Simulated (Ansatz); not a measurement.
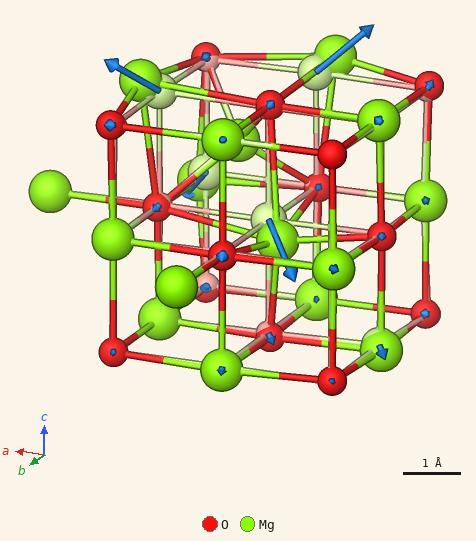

This is a relaxation of a defect cell of composition O₃₂Mg₃₃. The starting structure is drawn faded, the final one solid; blue arrows show the displacements, magnified 3 times.

The picture is a ball-and-stick view of the atoms within 4.2 Å of the atom that moves most (axes of the cell of the calculation (origin shifted)), seen from a free direction.

Theory: DFT, PBEsol, PAW, plane waves in Ansatz. (plane-wave cutoff 420 eV; k-point mesh 1 × 1 × 1; mesh shifted by (0.25, 0.25, 0.25); no spin polarisation; atoms relaxed in a fixed cell; force threshold 0.03 eV/Å; at most 80 steps)

> Atoms of which element are displaced furthest, and by how much?

Magnesium: up to 0.47 Å, against 0.10 Å for oxygen.

> What did the optimiser do to the structure, and how much energy did it gain?

After 7 geometry steps the energy has fallen by 8.068 eV per cell of the calculation. Largest force component: 6.1 eV/Å at the start, 0.008 eV/Å at the end. A Mg atom moves most: 0.47 Å along [−1 1 −1]. By element the largest moves are Mg 0.47 Å, O 0.10 Å. The cell stays as it was. Near-neighbour distances that change, for instance: Mg–Mg 1.814 → 2.289 Å, Mg–Mg 1.845 → 2.286 Å, Mg–Mg 1.872 → 2.289 Å, Mg–O 2.101 → 2.454 Å. Among the angles between lasting bonds that change: O–Mg–O 179.6° → 161.2°, O–Mg–O 179.2° → 161.0°, O–Mg–O 178.1° → 161.1°. Cost: 6.8 s on 1 × NVIDIA GB300 Max-Q with 8 threads of Arm Neoverse-V2, peak memory 1.8 GiB.

Limits of the set-up: the periodic images lie only 8.4 Å apart, so the values are limited by the cell's size.
